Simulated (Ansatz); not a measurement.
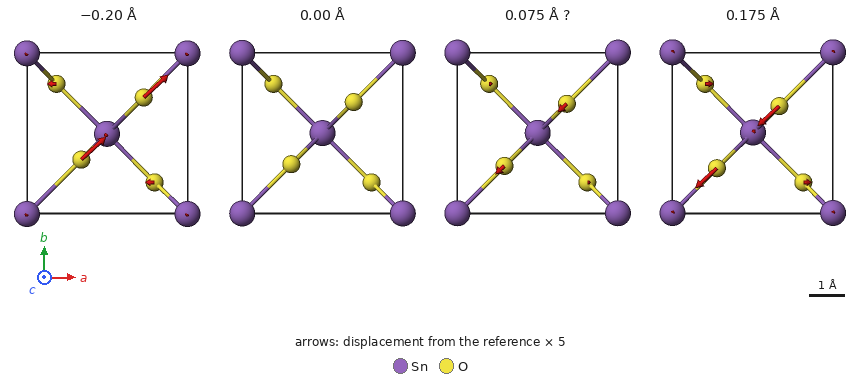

A crystal of SnO$_{2}$ (Pnnm): a normal mode at the zone centre (one arbitrary combination within a set of 2 degenerate modes) is frozen in with the cell fixed, the amplitude being the largest displacement of an atom. The picture is a ball-and-stick view of the cell of the calculation, repeated 1 × 1 × 2 with one cell outlined, seen along the c axis. Red arrows: displacements from the reference.

Method: DFT LDA, scalar-relativistic, plane waves, PAW (Ansatz 0.2.0). (plane-wave cutoff 420 eV; k-point mesh 6 × 6 × 8; occupations gaussian; smearing width 0.05 eV; no spin polarisation). Energies (free energies at the smearing named) are counted from the relaxed crystal.

| largest displacement (Å) | ΔE (meV/cell) |
| --- | --- |
| −0.200 | 1044 |
| −0.100 | 250 |
| 0.000 | 0 |
| 0.025 | 15 |
| 0.050 | 62 |
| 0.075 | ? |
| 0.125 | 393 |
| 0.150 | 572 |
| 0.175 | 788 |

> Estimate the missing energy from the other rows, and compare with the calculation.

A straight line between the two neighbours gives 172 meV/cell. A cubic through the four nearest rows (0.025, 0.050, 0.125, 0.150) gives, with Lagrange weights, (−0.3000)(15) + (1.0000)(62) + (0.5000)(393) + (−0.2000)(572) = 140 meV/cell. The calculation gives 140 meV/cell, so the cubic is right to the digits shown and the straight line 32 meV/cell too high, as the curve bends upwards here.

The whole profile:

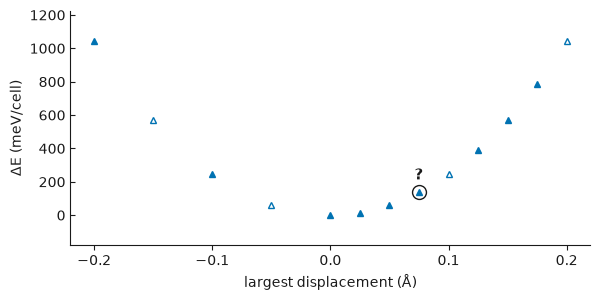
